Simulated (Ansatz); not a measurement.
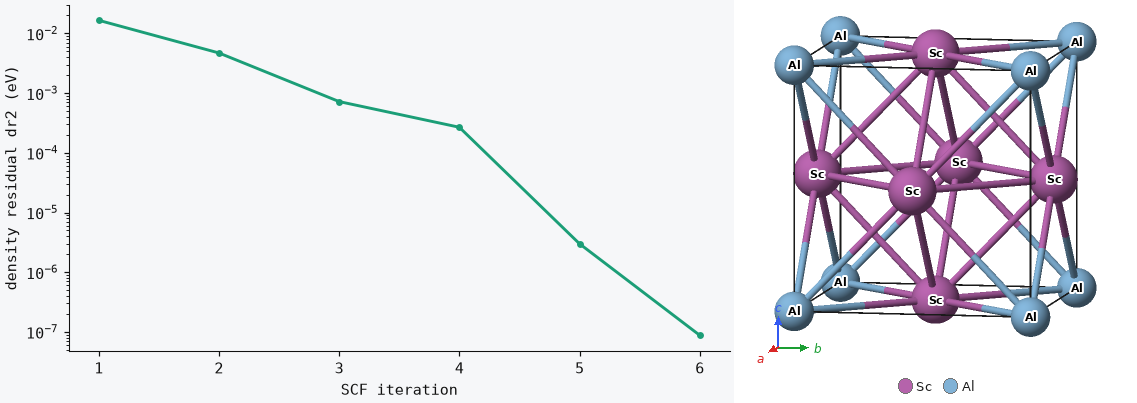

Beside the plot: the structure in its conventional cell.

The plot shows the SCF iterations of a calculation: density residual dr2. The starting density is a sum of atomic densities corrected by a trained network.

Sc3Al (4 atoms in the cell), run with Ansatz.

```
crystal:
  lattice:
    - [4.3091730737, 0.0, 0.0]
    - [0.0, 4.3091730737, 0.0]
    - [0.0, 0.0, 4.4404169237]
  atoms:
    - { symbol: Sc, position: [0.5, 0.0, 0.5] }
    - { symbol: Sc, position: [0.0, 0.5, 0.5] }
    - { symbol: Sc, position: [0.5, 0.5, 0.0] }
    - { symbol: Al, position: [0.0, 0.0, 0.0] }
  symmetry: { detect: false }
basis:
  ecutwfc: 420
kpoints:
  mp_grid: { grid: [12, 12, 12] }
hamiltonian:
  xc: pbesol
scf:
  occupations: { method: gaussian, width: 0.15 }
output:
  forces: true
  eigenvalues: true
  stress: true
```

Run as:
```bash
ansatz run input.yaml --threads 2 --pin off --max-ram 5120MiB --backend cpu --events-out ev --progress --plain --runs-dir out
```

How did this run end?

It was still iterating, at step 6, when the time limit ended it. The residual goes from 0.017 at the first step to 9 × 10⁻⁸ at the last.

Read the residual at the first and at the last step drawn.

It starts near 0.02 and ends near 9 × 10⁻⁸ eV.
